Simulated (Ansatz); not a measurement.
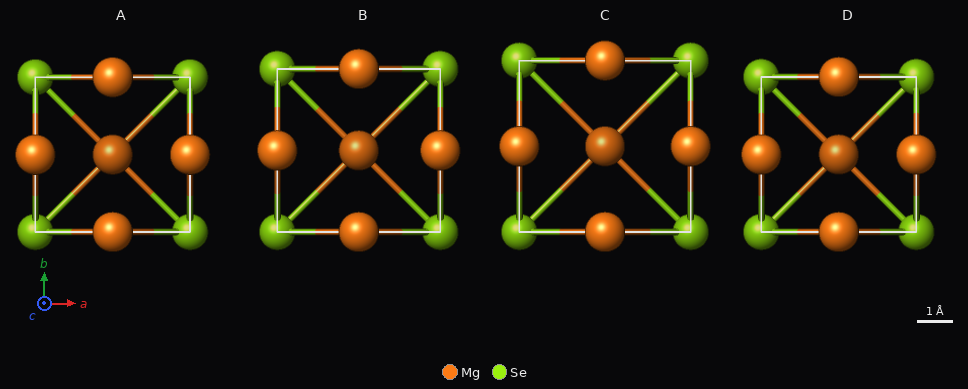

4 geometries from one relaxation of solid Mg$_{3}$Se (a generated structure, set up in P4/mmm) (coarse preliminary run), in shuffled order. Style: ball-and-stick. Shown: the cell of the calculation, along the c axis.

Level of theory: Ansatz, DFT PBE, scalar-relativistic, plane waves, PAW. (plane-wave cutoff 420 eV; k-point mesh 4 × 4 × 4; occupations gaussian; smearing width 0.1 eV; no spin polarisation; cell and atoms relaxed; force threshold 0.04 eV/Å; at most 70 steps)

> Order the frames from highest to lowest energy.

C, B, A, D. They are steps 0, 1, 2, 5, at +97.1 meV per atom, +20.4 meV per atom, +5.5 meV per atom relative to the last. Over 4 accepted moves (5 points after the start) the energy falls by 97.1 meV per atom. All forces vanish by symmetry, so only the cell relaxes. Pressure: −5.03 GPa at the start and −0.10 GPa at the end. At 1 point the geometry stayed and the basis and grid were re-selected for the new cell (energy shift of 0.1 meV per atom at most each time). The atoms keep their places relative to the cell (all moves are under 0.005 Å). Cell: a = b 4.965 → 4.490 Å (−9.6 %), c 4.287 → 4.406 Å (+2.8 %). Volume −15.9 %. Some distances before and after: Mg–Se 3.511 → 3.175 Å, Mg–Se 3.280 → 3.145 Å. The space group stays P4/mmm (No. 123). Cost: 20 s on 1 thread of Intel(R) Xeon(R) Platinum 8259CL CPU @ 2.50GHz (Skylake/Cascade Lake), on a shared host, peak memory 0.44 GiB.
